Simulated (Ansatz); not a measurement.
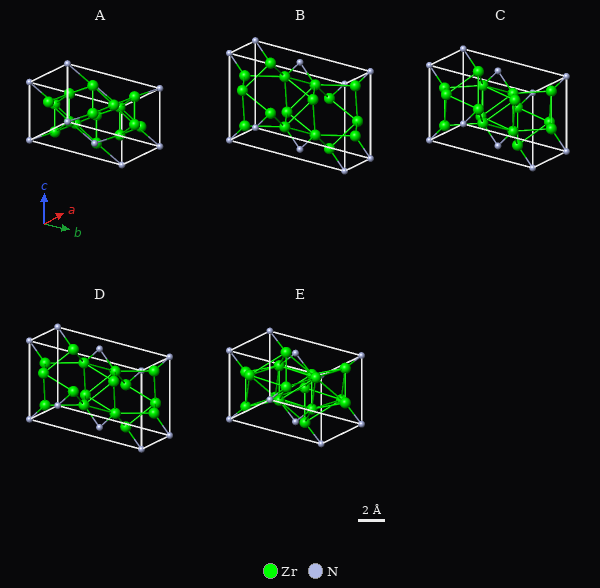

5 geometries from one relaxation of a crystal of Zr$_{5}$N (a generated structure, set up in Cmmm) (coarse preliminary run), in shuffled order. The picture is a ball-and-stick view of the conventional cell (2 times the calculation's cell), seen from a free direction. Lengths and directions refer to the drawn axes.

All numbers below come from Ansatz, DFT PBE, scalar-relativistic, plane waves, PAW. (plane-wave cutoff 420 eV; k-point mesh 4 × 4 × 4; occupations gaussian; smearing width 0.1 eV; no spin polarisation; cell and atoms relaxed; force threshold 0.04 eV/Å; at most 70 steps)

**Order the frames from highest to lowest energy.**

A, E, C, D, B. They are steps 0, 5, 13, 16, 25, at +2763 meV per atom, +239 meV per atom, +98.1 meV per atom, +47.3 meV per atom relative to the last. The largest moves relative to the cell, 1.62 Å, are those of Zr atoms. N stays in place. The volume changes by +27.0 %, with a 4.976 → 3.382 Å (−32.0 %), b 8.956 → 11.167 Å (+24.7 %), c 4.853 → 7.274 Å (+49.9 %). Some distances before and after: Zr–Zr 2.333 → 4.612 Å, Zr–Zr 4.910 → 2.951 Å, Zr–Zr 2.324 → 4.192 Å, Zr–Zr 3.432 → 5.231 Å. New bonds form: Zr–Zr (4.91 → 2.95 Å). Bonds break: Zr–Zr (2.32 → 4.19 Å), Zr–Zr (2.33 → 4.61 Å). Among the angles between lasting bonds that change: Zr–Zr–Zr 160.3° → 65.4°, Zr–Zr–N 81.3° → 125.6°, Zr–N–Zr 125.5° → 87.5°. The space group stays Cmmm (No. 65). After 21 accepted moves (25 points after the start) the energy has fallen by 2763 meV per atom. The largest force component goes from 4.7 to 0.019 eV/Å. Pressure: 40.04 GPa at the start and 0.01 GPa at the end. The line search rejected the trial step at point 23 of the run. At 3 points the geometry stayed and the basis and grid were re-selected for the new cell (energy shift of 26.5 meV per atom at most each time).
